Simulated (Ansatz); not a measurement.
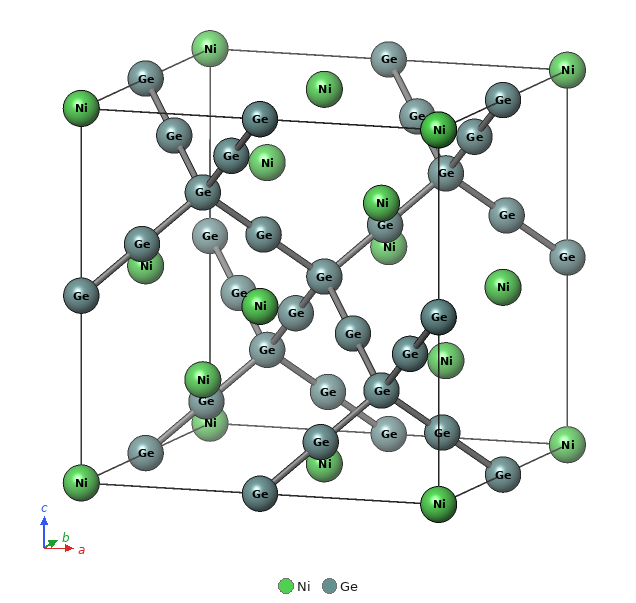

The crystal in a ball-and-stick representation, seen slightly off an axis. Atoms at the boundary of the conventional unit cell (the box) are drawn once for each face, edge or corner they touch. Cell: a = 11.12 Å, b = 11.12 Å, c = 11.12 Å, α = 90.00°, β = 90.00°, γ = 90.00°.

Its origin is a random cell made by a generator, so it need not be a real form of the compound. Earlier steps of the study, as a rule a relaxation of our own, may have changed the cell and positions, so they can lie some per cent off the listed ones. It went into a calculation with Ansatz.

Notes on the structure:

Formula: NiGe$_{3}$. The symmetry is that of Fd-3m (No. 227), on a face-centred cubic lattice. Cell content 8 Ni, 24 Ge; Z = 8. Ge takes two kinds of site: 16d with two Ge in a linear arrangement at about 2.4 Å; 8b with four Ge in a tetrahedral arrangement at about 2.4 Å. The bonds build a three-dimensional framework; Ni atoms get no bond from the drawing's distance rule.

All computed values are from Ansatz, DFT PBE, scalar-relativistic, plane waves, PAW. Settings: plane waves up to 420 eV, k-points about 0.16 Å⁻¹ apart, Gaussian smearing of 0.1 eV, collinear spins.

Which atoms carry magnetic moments in this run, and how do they order?

The state reached is ferromagnetic. Sizes: Ni 1.3 μB; net moment 2.6 μB in the run's cell of 8 atoms.

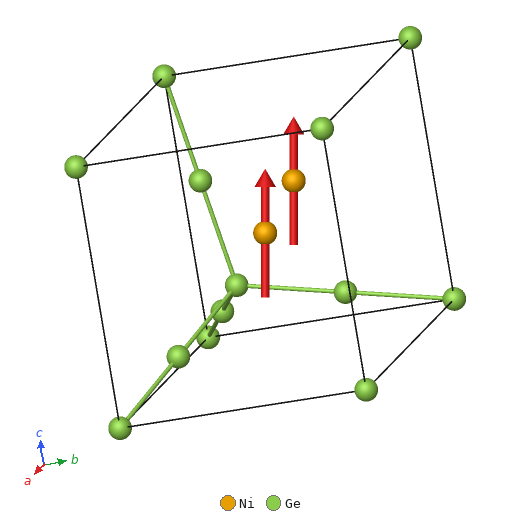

Site moments above 0.25 μB as arrows, small induced ones on non-metal atoms left out (red along the largest or up, blue against, purple across). The run's cell of 8 atoms is drawn, so axes and origin can differ from the first picture.

What is the electronic character?

A metal: bands cross the Fermi level.

What does a Bader analysis give?

Ni +0.08 e; Ge -0.03 e.

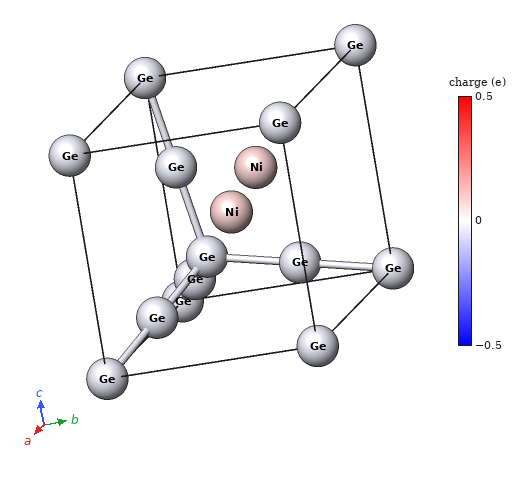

The atoms coloured by those charges. The run's cell of 8 atoms is drawn, so axes and origin can differ from the first picture.

Do the forces and the stress vanish for this geometry?

Yes. All forces vanish to within 0.01 eV/Å. The pressure is 0.0 GPa, close to zero.
